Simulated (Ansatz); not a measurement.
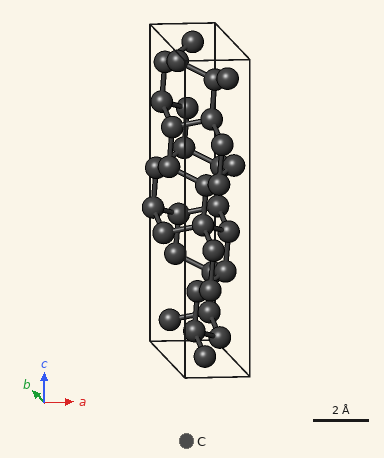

Crystal structure, ball-and-stick style, seen slightly off an axis. The outline marks the conventional unit cell. Some atoms of the next cells are drawn as well. Cell: a = 2.522 Å, b = 4.368 Å, c = 12.397 Å, α = 90.00°, β = 94.67°, γ = 90.00°.

What can be read from this drawing?

The element is carbon. Space group: C2 (No. 5). Lattice: base-centred monoclinic. The cell holds 24 atoms. With all contacts inside bonding distance counted, the coordination numbers are C 3 to 4 (mean 3.8). The bonds build C layers parallel to (001).

Provenance: an entry, possibly a prediction, of the Crystallography Open Database. The cell was then strained or its atoms displaced on purpose. It went into a calculation with Ansatz.

At this level of theory the run's own cell isn't at rest (forces up to 5.2 eV/Å), so its distances can differ from those at equilibrium, the more so the softer the solid.
